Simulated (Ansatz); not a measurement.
Run report: TiN, band-structure calculation

The run: band-structure calculation of TiN (Fm-3m, 2 atoms in the cell). Method and program: DFT r2SCAN, scalar-relativistic, plane waves, PAW, no spin polarisation (Ansatz 0.2.0).

The structure derives from an entry of the Crystallography Open Database. Figures and captions count atoms from 1; the log counts them from 0 in places.

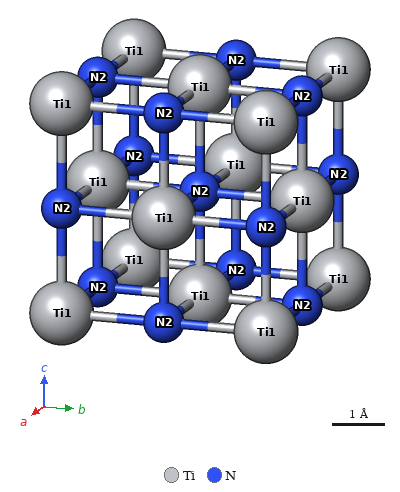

*The structure (ball-and-stick view of the cell 4 times as large as that of the calculation, set on its symmetry axes, seen slightly off an axis; atoms are numbered from 1 in the order of the input).*

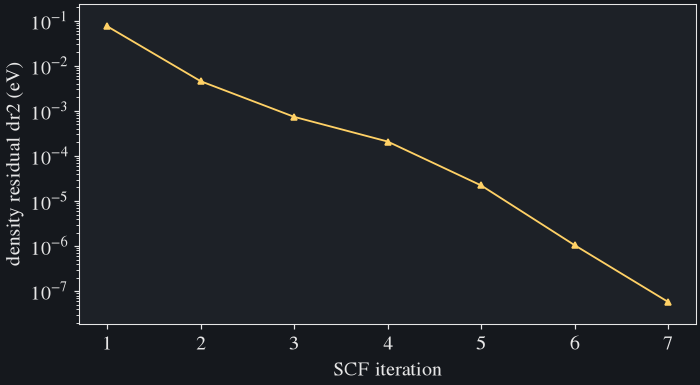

*Convergence of the self-consistent field: density residual dr2 against the SCF iteration.*

The residual falls at every step.

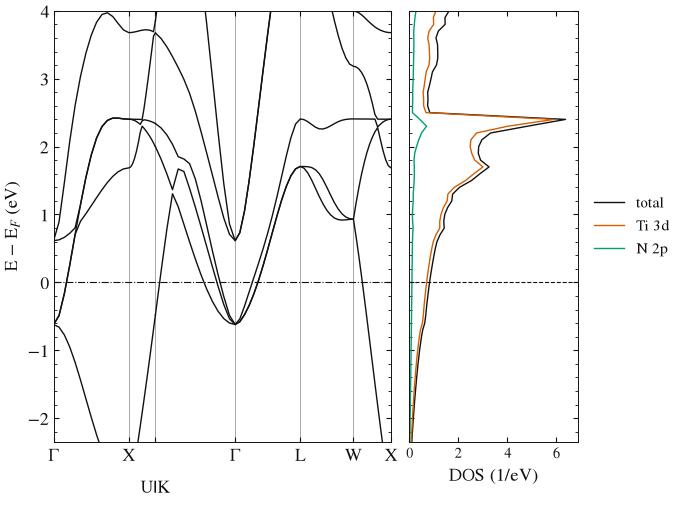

*Band structure along Γ–X–U|K–Γ–L–W–X and density of states (projected on Löwdin-orthogonalised atomic shells), with energies from the Fermi level.*

Bands cross the Fermi level: a metal at this level of theory.

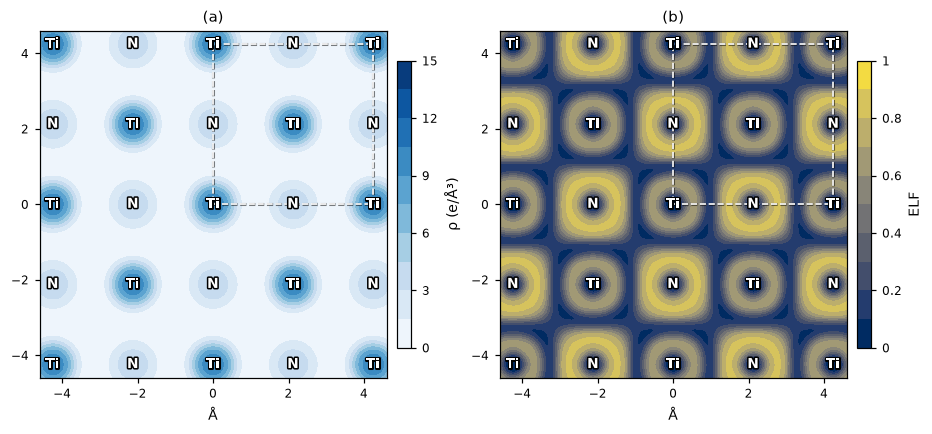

*(a) valence electron density; (b) electron localisation function on the (010) plane of the conventional cell.*

The section cuts through Ti and N sites. Ti–N (2.12 Å): ρ at the midpoint is about 0.5 e/Å³; the ELF is about 0.20 at the midpoint; a polar contact without a shared pair, in a metal. Away from the nuclei the density in this plane falls to 0.19 e/Å³ at its lowest. The strong features right at Ti lie inside the PAW spheres (semicore, d or f shells) and say nothing about bonding. The fields are those of the smooth PAW valence density.

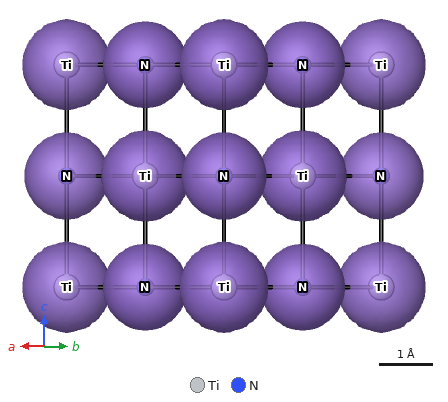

*Isosurface of the valence charge density (pseudo) at 0.8 e/Å³ (purple), seen along [110]. Sticks mark near contacts. The outline is the cell set on symmetry axes.*

At this value the density breaks into separate islands; it holds about 70 % of the electrons treated as valence (semicore included). It is pinched off along the Ti–N (2.12 Å) contacts. On the grid the lowest density along these lines, outside the cores, is 0.5 e/Å³ (Ti–N, 2.12 Å).

The input and output of the run follow.

Input:
```yaml
crystal:
  lattice:
    - [0.0, 2.1233653585, 2.1233653585]
    - [2.1233653585, 0.0, 2.1233653585]
    - [2.1233653585, 2.1233653585, 0.0]
  atoms:
    - { symbol: Ti, position: [0.0, 0.0, 0.0] }
    - { symbol: "N", position: [0.5, 0.5, 0.5] }
basis:
  ecutwfc: 500
kpoints:
  mp_grid: { grid: [18, 18, 18] }
  band_path:
    path:
      - [[0.0, 0.0, 0.0], [0.5, 0.0, 0.5], [0.625, 0.25, 0.625]]
      - [[0.375, 0.375, 0.75], [0.0, 0.0, 0.0], [0.5, 0.5, 0.5], [0.5, 0.25, 0.75], [0.5, 0.0, 0.5]]
    npoints: 14
hamiltonian:
  xc: r2scan
scf:
  occupations: { method: gaussian, width: 0.1 }
  n_extra_bands: 6
output:
  forces: true
  stress: true
  eigenvalues: true
  populations: true
  dos: { projected: true, de: 0.02, nscf_kmesh: { grid: [27, 27, 27] } }
  bader: true
  write_density: true
  write_potential: true
  elf: true
  volumetric_format: npy
```

Launch command:
```bash
ansatz run input.yaml --threads 1 --pin off --max-ram 2560MiB --backend cpu --events-out ev --progress --plain --runs-dir out
```

Output:
```
scf.n_extra_bands = 6 over 9 filled bands (N_el = 17.0): the run solves 15 bands
Engine: ansatz 0.2.0, x86_64-unknown-linux-gnu
Pseudopotentials: kind: paw
Pseudopotential: Ti, paw, valence charge 12, recommended cutoff 500 eV (meta_gga), Ti.paw.azcp
Pseudopotential: N, paw, valence charge 5, recommended cutoff 500 eV (meta_gga), N.paw.azcp
Functional definition: r2SCAN
  parameter k0 = 0.174
  parameter k1 = 0.065
  parameter a1 = 4.9479
  exchange = r2scan_x(k0 = k0, k1 = k1, a1 = a1)
  correlation = r2scan_c
Crystal: 2 atoms, lattice volume = 19.147 Å³
Basis set: ecut = 500 eV, 531 PW (Γ), exchange–correlation on 96×96×96 points (64 copies of the dense FFT grid, shifted against one another)
Bands: 15, of which v1, the nominal top of the filled ones, is band 9 counted from 1 (8 counted from 0)
Symmetry: 48 space group operations
Space group: Fm-3m (ITA 225), of the structure as read, at distance tolerance 2.7e-5 Å
k-points: 195 of 5832
Non-local potential: Ti, projectors of the file, l = 0: 3, l = 1: 2, l = 2: 3, l = 3: 1
Non-local potential: N, projectors of the file, l = 0: 2, l = 1: 2, l = 2: 1
PAW form: soft (Blöchl's): semilocal exchange-correlation on the pseudo side does not see the compensation charge
PAW frozen core: Ti, regenerated for the run's functional (the file was generated under x = pbe(κ = 0.804, μ = 0.2195149727645171), c = pbe(β = 0.06672455060314922))
PAW frozen core: N, regenerated for the run's functional (the file was generated under x = pbe(κ = 0.804, μ = 0.2195149727645171), c = pbe(β = 0.06672455060314922))
PAW one-centre angular grid: Ti, 590 points (default); XC on 160 Gauss nodes
PAW one-centre angular grid: N, 302 points (default); XC on 160 Gauss nodes
Initial density: superposition of atomic densities (neutral atoms: chi_scale 0, normalization atom), corrected by the library's trained network
Initial wavefunctions: pseudopotential atomic-orbital guess
Functional: x = r2scan, c = r2scan; τ floored in thin density (d = 2e-4 eV/Å³)
SCF iter   1: F=—  HF=-2893.003139 eV  |F-HF|=—  |Δ(HF+E_count)|=         —  Δρ=1.89e-2  dr2=7.52e-2  dr2_τ=1.35e-1  ethr=1.77e-3  ⟨swp⟩=4.9  Hψ=14253  notcnv=0
preconditioner: auto → none  [metal: Δε(μ)=0.008 eV  Ē_g=13.090 eV  σ=0.100 eV  W_gap=0.05  n_scr=8 (ndim 8)  ℏωp=25.5 eV  f_vac=0.000  D(μ)=0.86/eV (n_scr^D=8)  sad-step TF]
SCF iter   2: F=—  HF=-2893.082728 eV  |F-HF|=—  |Δ(HF+E_count)|=   7.96e-2  Δρ=6.69e-3  dr2=4.55e-3  dr2_τ=1.61e-3  ethr=4.42e-4  ⟨swp⟩=2.0  Hψ=6333  notcnv=0  defer=297
SCF iter   3: F=—  HF=-2893.083785 eV  |F-HF|=—  |Δ(HF+E_count)|=   1.06e-3  Δρ=3.24e-3  dr2=7.37e-4  dr2_τ=1.12e-4  ethr=2.67e-5  ⟨swp⟩=1.7  Hψ=2905  notcnv=0  defer=297
SCF iter   4: F=—  HF=-2893.084154 eV  |F-HF|=—  |Δ(HF+E_count)|=   3.69e-4  Δρ=1.11e-3  dr2=2.09e-4  dr2_τ=1.76e-5  ethr=4.34e-6  ⟨swp⟩=2.3  Hψ=3433  notcnv=0  defer=297
SCF iter   5: F=—  HF=-2893.084163 eV  |F-HF|=—  |Δ(HF+E_count)|=   9.15e-6  Δρ=3.38e-4  dr2=2.22e-5  dr2_τ=6.92e-7  ethr=1.23e-6  ⟨swp⟩=2.0  Hψ=3522  notcnv=0  defer=297
SCF iter   6: F=—  HF=-2893.084168 eV  |F-HF|=—  |Δ(HF+E_count)|=   4.68e-6  Δρ=6.94e-5  dr2=1.05e-6  dr2_τ=9.05e-8  ethr=1.30e-7  ⟨swp⟩=2.0  Hψ=3513  notcnv=0  defer=297
SCF iter   7: F=-2893.084167 eV  HF=-2893.084168 eV  |F-HF|=3.80e-8  |Δ(HF+E_count)|=   9.85e-8  Δρ=1.62e-5  dr2=5.79e-8  dr2_τ=9.09e-10  ethr=5.88e-10  ⟨swp⟩=9.2  Hψ=16529  notcnv=0
SCF 1 converged in 7 iterations: F = -2893.084167 eV  dr2 = 5.79e-8
  greatest PAW one-centre occupation: 1.002 electrons in one spin orbital (limit 2), on the Ti atom at site 0 (counted from 0), in its partial waves of l = 1
NSCF: frozen V_eff on 86 k-points
NSCF: frozen V_eff on 560 k-points
SCF converged after 7 iterations
Free energy (F): -2893.084167 eV
Harris-Foulkes:  -2893.084168 eV  (|F-HF|=3.80e-8)
Internal energy: -2893.079975 eV  (E = F + TS)
E sigma→0 (E₀):  -2893.082071 eV
Entropy (-TS):   -0.004192 eV (-2.096 meV/atom)
Fermi energy:    17.229116 eV
--- Per-component energies (eV) ---
  E_band       = -108.900722
  E_kinetic    = 407.333039
  E_local      = -788.915294  (includes V_loc(G=0)·N_el)
  E_nonlocal   = 50.213417
  E_hartree    = 313.802237
  E_xc         = -155.050415
  E_vxc        = -220.604788  (∫ρ·V_xc dr)
  E_paw        = -1184.827488  (= ΣΔE_a)
  E_vpaw       = -198.466141  (= ΣTr[D̂ρ^β])
  E_aug_tail   = 0.000105  (compensation charges beyond the density's cutoff)
  E_vtau       = 13.934230  (kinetic-family band-sum trace: ∫τ·v_τ [+ j·A + Jᵃ·Aᵃ] dr)
  E_ewald      = -1535.352555
  E_core_change = -0.283022  (= ΣΔE_core)
  E_smearing   = -0.004192  (= −TS)
  E_closure    = 0.000000  (closes the sum)
  Σ components = -2893.084167   (vs F -2893.084167, Δ=0.00e0)
--- Forces (eV/Å), atoms counted from 1 ---
  atom   1  Ti    -0.00000000     0.00000000    -0.00000000
  atom   2  N      0.00000000    -0.00000000     0.00000000
  max |Σ_I F_I| component: 1.32e-29 eV/Å
--- Stress (GPa, compression-positive) ---
       -2.915619       0.000000       0.000000
        0.000000      -2.915619       0.000000
        0.000000      -0.000000      -2.915619
  P = ⅓ Tr σ = -2.9156 GPa (-29.156 kbar)
--- Band table (eV; the first three rows and the last of 195) ---
  k-point 0: bands = ["-43.1578", "-18.0858", "-18.0858", "-18.0858", "-1.0345", "14.8706", "14.8706", "14.8706", "16.6079", "16.6079", "16.6079", "17.8432", "17.8432", "23.0663", "31.1148"]
  k-point 1: bands = ["-43.1549", "-18.1063", "-18.0874", "-18.0874", "-0.9734", "14.5187", "14.6092", "14.6092", "16.7007", "16.7007", "16.7869", "18.1159", "18.1159", "23.2405", "31.1470"]
  k-point 2: bands = ["-43.1467", "-18.1652", "-18.0920", "-18.0920", "-0.7950", "13.7325", "14.0455", "14.0455", "16.9056", "16.9056", "17.1102", "18.7793", "18.7793", "23.7060", "31.1719"]
  k-point 194: bands = ["-43.0309", "-18.4804", "-18.4242", "-18.3116", "0.8077", "11.2809", "11.5288", "11.5382", "17.7429", "18.5271", "19.6357", "20.3889", "21.2084", "29.7222", "30.0620"]
--- Löwdin populations: 2 sites ---
  site symbol       q [e]
     0     Ti     11.0901
     1      N      5.8464
  spilling = 0.003738 (of n_electrons = 17.000000)
--- Bader charges: 2 sites ---
  site symbol  charge [e]  shift [e]
     0     Ti      1.8369     0.0001
     1      N     -1.8369     0.0001
  estimated error of the sums over rays = 3.7e-4 e
```

File bader_charges.tsv:
```
# site	symbol	x_ang	y_ang	z_ang	partial_charge_e	electrons	volume_ang3	relative_density_drop	shared_charge_e	partial_wave_shift_e
# quadrature_error_electrons = 3.7e-4
0	Ti	0.0000	0.0000	0.0000	1.83692	20.16308	7.75	-	1.83692	0.00007
1	N	2.1234	2.1234	2.1234	-1.83692	8.83692	11.40	-	-1.83692	0.00007
```

File populations.tsv:
```
# site	symbol	l	j	q
# orbitals = lowdin
# n_electrons = 17.000000
# spilling = 0.003738
0	Ti	0_3S	-	1.896681
0	Ti	0_4S	-	0.475929
0	Ti	1_3P	-	5.989024
0	Ti	2_3D	-	2.728474
1	N	0_2S	-	1.553519
1	N	1_2P	-	4.292831
```

Results in brief:

```csv
quantity,value
outcome,converged
space group (tolerance 0.01 Å),Fm-3m (225)
electrons treated,17
free energy,−2893.0842 eV
Fermi energy,17.229 eV
gap on the k-point mesh,none (metallic)
pressure,−2.92 GPa
largest force (length of the vector),under 0.001 eV/Å
hardware,"1 thread of Intel Xeon @ 2.50GHz (Skylake/Cascade Lake), 189 GiB of memory available, shared host"
wall time,77 s
peak memory,0.44 GiB
```

Notes:

The cell holds an odd number of electrons but the run has no spin polarisation, so it comes out as a metal.
